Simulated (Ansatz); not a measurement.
The calculation's input:

```
crystal:
  lattice:
    - [5.4700937624, -5.4700937624, 5.4700937624]
    - [-5.4700937624, 5.4700937624, 5.4700937624]
    - [-5.4700937624, -5.4700937624, -5.4700937624]
  atoms:
    - { symbol: Si, position: [0.2550668165, -0.0012644006, 0.0011431617] }
    - { symbol: Si, position: [0.5, 0.0, 0.75] }
    - { symbol: Si, position: [0.75, 0.0, 0.5] }
    - { symbol: Si, position: [-0.0125474861, 0.2509104833, 0.0051969464] }
    - { symbol: Si, position: [0.25, 0.25, 0.75] }
    - { symbol: Si, position: [0.0058698075, -0.0131589832, 0.2375285695] }
    - { symbol: Si, position: [0.75, 0.5, 0.0] }
    - { symbol: Si, position: [0.5, 0.25, 0.5] }
    - { symbol: Si, position: [0.75, 0.25, 0.25] }
    - { symbol: Si, position: [0.0, 0.5, 0.75] }
    - { symbol: Si, position: [0.5, 0.75, 0.0] }
    - { symbol: Si, position: [0.25, 0.5, 0.5] }
    - { symbol: Si, position: [0.7462335881, 0.7455460967, 0.7506312539] }
    - { symbol: Si, position: [0.5, 0.5, 0.25] }
    - { symbol: Si, position: [0.0, 0.75, 0.5] }
    - { symbol: Si, position: [0.25, 0.75, 0.25] }
    - { symbol: Si, position: [0.2461174844, 0.0083987729, 0.2490113538] }
    - { symbol: Si, position: [0.5, 0.0, 0.0] }
    - { symbol: Si, position: [0.7493779168, 0.0021306024, 0.7457243477] }
    - { symbol: Si, position: [0.0086165113, 0.2562558167, 0.2719738237] }
    - { symbol: Si, position: [0.2394350003, 0.2456579207, -0.0048830919] }
    - { symbol: Si, position: [0.0, 0.0, 0.5] }
    - { symbol: Si, position: [0.75, 0.5, 0.25] }
    - { symbol: Si, position: [0.5, 0.25, 0.75] }
    - { symbol: Si, position: [0.75, 0.25, 0.5] }
    - { symbol: Si, position: [0.0, 0.5, 0.0] }
    - { symbol: Si, position: [0.5, 0.75, 0.25] }
    - { symbol: Si, position: [0.25, 0.5, 0.75] }
    - { symbol: Si, position: [0.7640264059, 0.7513513493, 0.0006538061] }
    - { symbol: Si, position: [0.5, 0.5, 0.5] }
    - { symbol: Si, position: [0.002915363, 0.7471075654, 0.7684696672] }
    - { symbol: Si, position: [0.25, 0.75, 0.5] }
    - { symbol: Mg, position: [0.0013940444, 0.00407697, 0.0031130005] }
  host:
    lattice:
      - [0.0, 2.7350468812, 2.7350468812]
      - [2.7350468812, 0.0, 2.7350468812]
      - [2.7350468812, 2.7350468812, 0.0]
    atoms:
      - { symbol: Si, position: [0.75, 0.75, 0.75] }
      - { symbol: Si, position: [0.5, 0.5, 0.5] }
basis:
  ecutwfc: 420
  xc_grid: 2
kpoints:
  mp_grid: { grid: [3, 3, 3], shift: [0.0, 0.0, 0.0] }
hamiltonian:
  xc: pbe
scf:
  occupations: { method: gaussian, width: 0.01 }
output:
  forces: true
  stress: false
  eigenvalues: true
  charged_corrections:
    defect_position: [0.0, 0.0, 0.0]
    epsilon: [[12.9823, 0.0, 0.0], [0.0, 12.9823, 0.0], [0.0, 0.0, 12.9823]]
  write_density: true
  write_potential: true
  elf: true
  volumetric_format: npy
relax:
  adjacent_minimum: "off"
  f_tol: 0.025
  max_steps: 45
```

Run with:

```sh
ansatz run input.yaml --threads 4 --pin off --max-ram 8192MiB --backend cpu --events-out ev --progress --plain --runs-dir out
```

The fields are those of the relaxed geometry.

All numbers below come from Ansatz 0.2.0, DFT PBE, scalar-relativistic, plane waves, PAW.

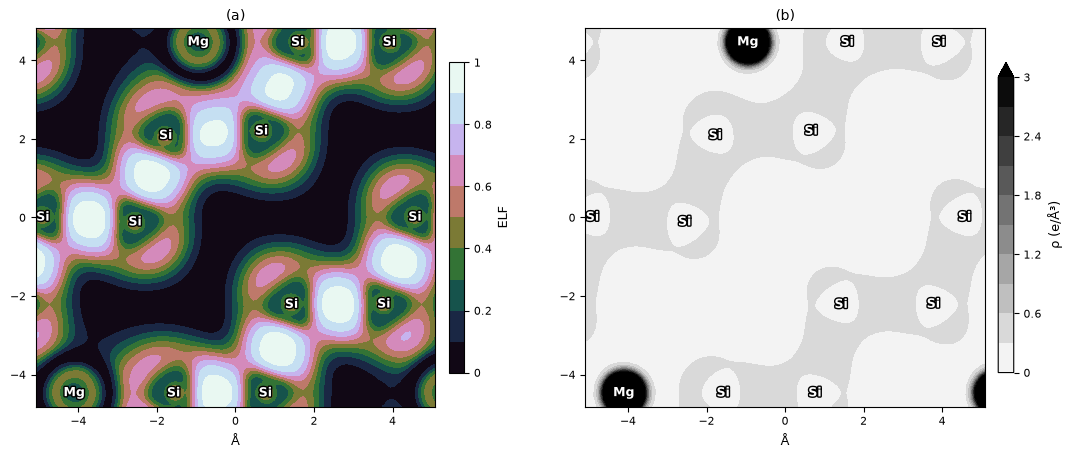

MgSi₃₂ (cell with a defect). (a) ELF; (b) valence pseudo-density on the (011̄) plane of the calculation cell.

In a PAW calculation such maps are meaningful between the atoms, not at the nuclei.

> Interpret the plot.

- The section cuts through Si and Mg sites.
- Si–Si (2.34 Å): the density is about 0.57 e/Å³ at the midpoint; the ELF peaks at about 0.95 between the atoms.
- Mg–Si (2.52 Å): ρ is about 0.25 e/Å³ halfway; the ELF peaks at about 0.60 in the valence shell of Si, 1.0 Å from its nucleus, and is about 0.50 at the midpoint.
- Si–Si (2.44 Å): the density is about 0.5 e/Å³ at the midpoint; the ELF peaks at about 0.95 between the atoms.
- Mg–Si (2.77 Å): ρ at the midpoint is about 0.22 e/Å³; the ELF peaks at about 0.70 in the valence shell of Si, 1.0 Å from its nucleus, and is about 0.55 at the midpoint.
- Between the atoms the lowest density in this plane is 0.02 e/Å³.

> Does the calculation make it a metal, or give it a gap?

It is metallic or semimetallic at this level of theory: no gap opens.
